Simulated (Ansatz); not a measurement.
Mo

The calculation's input:

```
crystal:
  lattice:
    - [-1.571, 1.547435, 1.571]
    - [1.571, -1.547435, 1.571]
    - [1.571, 1.547435, -1.571]
  atoms:
    - { symbol: Mo, position: [0.0, 0.0, 0.0] }
basis:
  ecutwfc: 420
kpoints:
  mp_grid: { grid: [22, 22, 22] }
hamiltonian:
  xc: pbesol
scf:
  occupations: { method: gaussian, width: 0.15 }
output:
  forces: true
  stress: true
  eigenvalues: true
  write_density: true
  write_potential: true
  elf: true
  volumetric_format: npy
```

Command:

```sh
ansatz run input.yaml --threads 1 --pin off --max-ram 2560MiB --backend cpu --events-out ev --progress --plain --runs-dir out
```

Below, planes, directions and counts refer to the conventional cell (a = 3.14 Å, b = 3.14 Å, c = 3.09 Å, α = 90.00°, β = 90.00°, γ = 90.00°).

Space group I4/mmm; changed on purpose from its base cell (strain -0.0150 x Voigt [0, 1, 0, 0, 0, 0], atoms carried along); computed without spin polarisation.

Computed with Ansatz 0.2.0, DFT PBEsol, scalar-relativistic, plane waves, PAW.

Q: Predict the valence pseudo-density and electron localisation function between the atoms.

A: Mo–Mo (2.71 Å): ρ at the midpoint is about 0.39 e/Å³; the ELF is about 0.30 at the midpoint; no shared electron pair shows on this line.

Q: Does the calculation make it a metal, or give it a gap?

A: It is metallic or semimetallic at this level of theory: no gap opens.

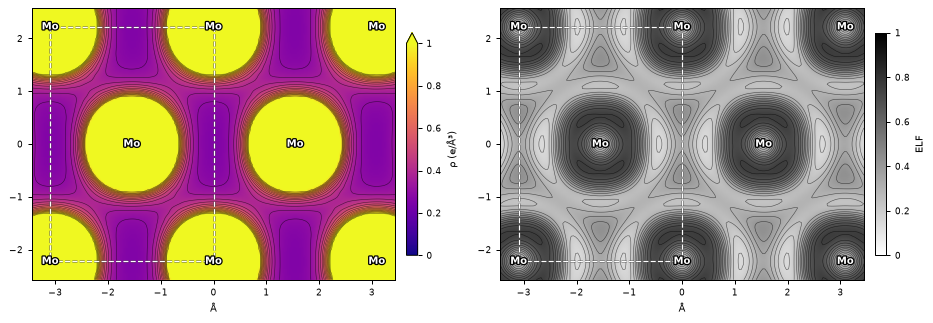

Computed valence pseudo-density and electron localisation function on the (11̄0) plane of the conventional cell, in this order. 
